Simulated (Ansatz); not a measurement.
System: NH2 on a slab of content C.

Starting cell:
```
CELL_PARAMETERS angstrom
4.93125 0.00000 0.00000
-2.46563 4.26834 0.00000
0.00000 0.00000 23.78427
ATOMIC_POSITIONS crystal
C 0.33335 0.16670 0.35738
C 0.33335 0.66670 0.35738
C 0.83335 0.16670 0.35738
C 0.83335 0.66670 0.35738
C 0.66665 0.33330 0.35738
C 0.66665 0.83330 0.35738
C 0.16665 0.33330 0.35738
C 0.16665 0.83330 0.35738
C 0.58335 0.16670 0.50000
C 0.58335 0.66670 0.50000
C 0.08335 0.16670 0.50000
C 0.08335 0.66670 0.50000
C 0.91665 0.33330 0.50000
C 0.91665 0.83330 0.50000
C 0.41665 0.33330 0.50000
C 0.41665 0.83330 0.50000
C 0.83335 0.16670 0.64262
C 0.83335 0.66670 0.64262
C 0.33335 0.16670 0.64262
C 0.33335 0.66670 0.64262
C 0.16665 0.33330 0.64262
C 0.16665 0.83330 0.64262
C 0.66665 0.33330 0.64262
C 0.66665 0.83330 0.64262
```

Method: adsorption at several starting sites on a slab cut from the named crystal, one adsorbate a surface cell, the lower planes held, the adsorption energy counts from the clean slab and the free, spin-polarised adsorbate, negative where bound, plane waves with PAW datasets, Γ-centred k mesh (Ansatz 0.2.0). Level: PBE with D3(BJ), collinear spin.

| setting | value |
| --- | --- |
| crystal formula | C |
| crystal space group number | 69 |
| Miller index h | 0 |
| Miller index k | 0 |
| Miller index l | 1 |
| top plane | C |
| bottom plane | C |
| planes | 3 |
| surface cell | (2, 2) |
| slab thickness as cut | 6.78 Å |
| vacuum | 17 Å |
| surface area | 21.05 Å² |
| wave cutoff | 420 eV |
| k mesh | 6×6×1 |
| occupations | Gaussian |
| smearing width | 0.05 eV |
| boundary | dipole corrected |
| adsorbate | NH2 |

Sites are named by a rule of distances and placed in fractions of the cell vectors a and b; the slab's top layers relax too; key: 1 = top site at (0.67, 0.83); 2 = hollow site at (0.50, 0.50).

Predict the adsorption energy of each starting site.

Among these starts the lowest is no. 1, at −0.341 eV; no. 2 is 0.187 eV higher.

```
starting site  adsorption energy (eV)  height over highest slab atom (Å)  lateral move (Å)  dipole change (e Å)
        no. 1                  -0.341                              1.534              0.14                0.032
        no. 2                  -0.154                              3.088              0.00                0.046
```

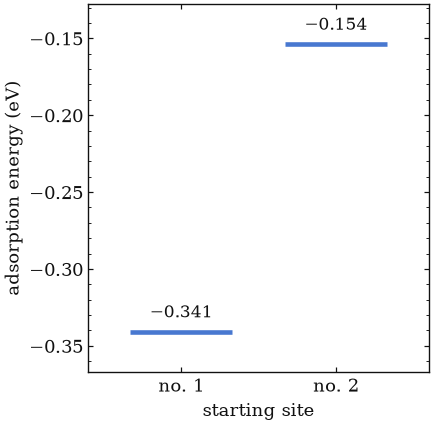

Keep in mind: a crossing between the sampled k points may be missed; starting moments lost; xc potential rough in thin density.
